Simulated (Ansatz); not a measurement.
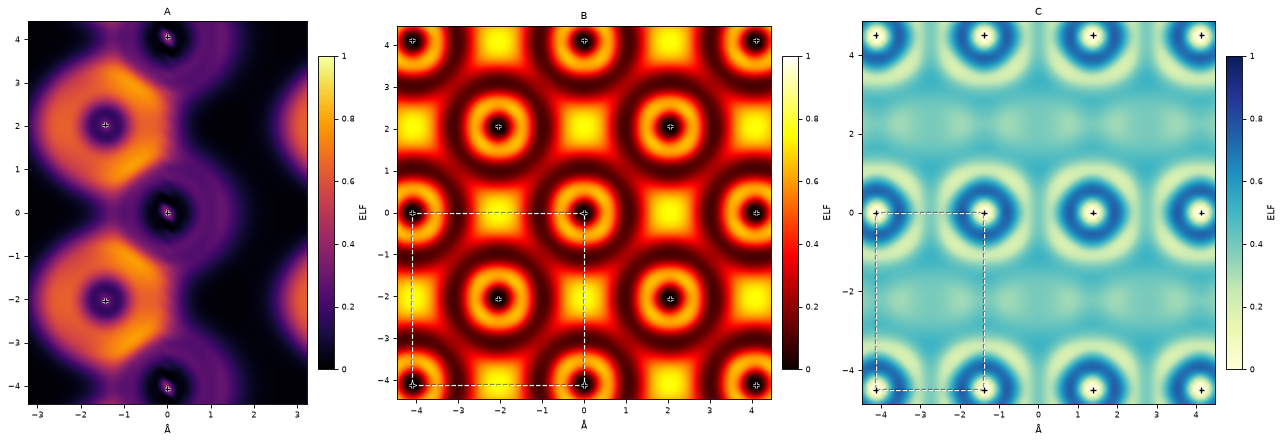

The ELF of 3 systems, each on a plane through atoms (crosses mark nuclei in the plane).

Level of theory: DFT PBE, scalar-relativistic, plane waves, PAW in Ansatz.

System 1: W (interface cell), the (001) plane of the calculation cell. 

System 2: GaAs, the (011) plane of the conventional cell. Space group F-43m.

```
Ga As
1.0
     5.74538    0.00000    0.00000
     0.00000    0.00000   -5.74538
     0.00000    5.74538    0.00000
Ga As
4 4
Direct
  0.50000 0.50000 0.00000
  0.00000 0.50000 0.50000
  0.00000 0.00000 0.00000
  0.50000 0.00000 0.50000
  0.75000 0.75000 0.25000
  0.25000 0.75000 0.75000
  0.25000 0.25000 0.25000
  0.75000 0.25000 0.75000
```

System 3: Ti, the (100) plane of the conventional cell. Space group Fm-3m; computed without spin polarisation.

```yaml
crystal:
  lattice:
    - [4.11204, 0.00000, 0.00000]
    - [0.00000, 4.11204, 0.00000]
    - [0.00000, 0.00000, 4.11204]
  atoms:
    - { symbol: Ti, position: [0.00000, 0.00000, 0.00000] }
    - { symbol: Ti, position: [0.50000, 0.50000, 0.00000] }
    - { symbol: Ti, position: [0.50000, 0.00000, 0.50000] }
    - { symbol: Ti, position: [0.00000, 0.50000, 0.50000] }
```

Which map belongs to which system?

Panel A is system 2, GaAs: the plane holds Ga and As. Ga–As (2.49 Å): the ELF peaks at about 0.80 between the atoms (a covalent bond). Panel B is system 3, Ti: the plane holds Ti. Ti–Ti (2.91 Å): the ELF is about 0.25 at the midpoint; no shared electron pair shows on this line. Panel C is system 1, W: the plane holds W. W–W (2.76 Å): the ELF is about 0.40 at the midpoint.
